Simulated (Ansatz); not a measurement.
Consider SnO2.

The calculation's input:

```
crystal:
  lattice:
    - [-5.6586, 5.6586, 1.39655]
    - [5.6586, -5.6586, 1.39655]
    - [5.6586, 5.6586, -1.39655]
  atoms:
    - { symbol: Sn, position: [0.3492364739, 0.1657776777, 0.5150141516] }
    - { symbol: Sn, position: [0.8342223223, 0.3492364739, 0.1834587963] }
    - { symbol: Sn, position: [0.1657776777, 0.6507635261, 0.8165412037] }
    - { symbol: Sn, position: [0.6507635261, 0.8342223223, 0.4849858484] }
    - { symbol: O, position: [0.1598071627, 0.4589293127, 0.6187364754] }
    - { symbol: O, position: [0.5410706873, 0.1598071627, 0.70087785] }
    - { symbol: O, position: [0.4589293127, 0.8401928373, 0.29912215] }
    - { symbol: O, position: [0.8401928373, 0.5410706873, 0.3812635246] }
    - { symbol: O, position: [0.8438354672, 0.7905350342, 0.6343705014] }
    - { symbol: O, position: [0.2094649658, 0.8438354672, 0.053300433] }
    - { symbol: O, position: [0.1561645328, 0.2094649658, 0.3656294986] }
    - { symbol: O, position: [0.7905350342, 0.1561645328, 0.946699567] }
basis:
  ecutwfc: 520.0
kpoints:
  mp_grid: { grid: [10, 10, 10] }
hamiltonian:
  xc: lda
  pseudopotentials: { kind: paw, azcp: { folder: soft_1 } }
scf:
  occupations: { method: gaussian, width: 0.05 }
output:
  forces: true
  stress: true
  eigenvalues: true
  write_density: true
  write_potential: true
  elf: true
  volumetric_format: npy
```

Run with:

```sh
ansatz run input.yaml --threads 4 --pin off --max-ram 8192MiB --backend cpu --events-out ev --progress --plain --runs-dir out
```

Below, planes, directions and counts refer to the conventional cell (a = 11.32 Å, b = 11.32 Å, c = 2.79 Å, α = 90.00°, β = 90.00°, γ = 90.00°).

Space group I4/m; a structure from a database of computed crystals, not necessarily the ambient phase; not relaxed (largest force 0.6 eV/Å); computed pressure about 9 GPa in this cell; PAW files of the earlier set (soft_1).

The calculation used DFT LDA, scalar-relativistic, plane waves, PAW (Ansatz).

What can the converged valence pseudo-density and electron localisation function tell about the bonding?

Sn–O (1.99 Å): ρ at the midpoint is about 0.76 e/Å³; the ELF peaks at about 0.80 in the valence shell of O, 0.6 Å from its nucleus, and is about 0.30 at the midpoint: no localised pair shows between them.
Sn–Sn (2.79 Å): ρ at the midpoint is about 0.29 e/Å³; the ELF is about 0.15 at the midpoint; no shared electron pair shows on this line.
Sn–O (2.17 Å): the density is about 0.49 e/Å³ at the midpoint; the ELF peaks at about 0.80 in the valence shell of O, 0.6 Å from its nucleus, and is about 0.20 at the midpoint: no localised pair shows between them.

Does the calculation make it a metal, or give it a gap?

It is gapped, with a Kohn–Sham gap of 2.2 eV on the k-point mesh (the band edges may lie off the mesh, which would make the gap smaller).

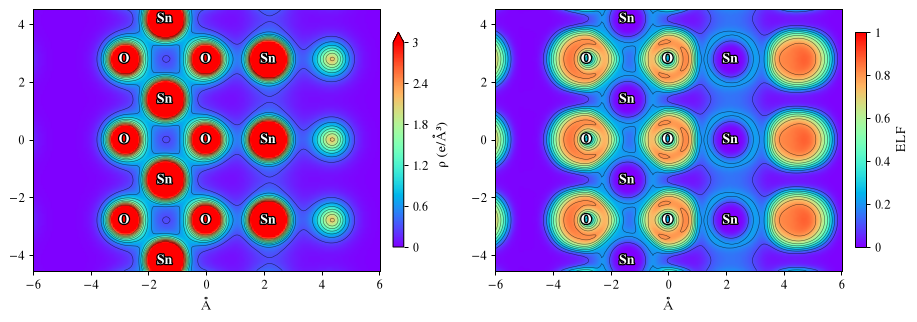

Computed valence pseudo-density and electron localisation function on the (100) plane of the conventional cell, in this order. Atoms just off the plane (O, 0.6 Å away) can leave unmarked features too.

The density is the valence pseudo-density of a PAW calculation; it isn't the true density close to the nuclei.
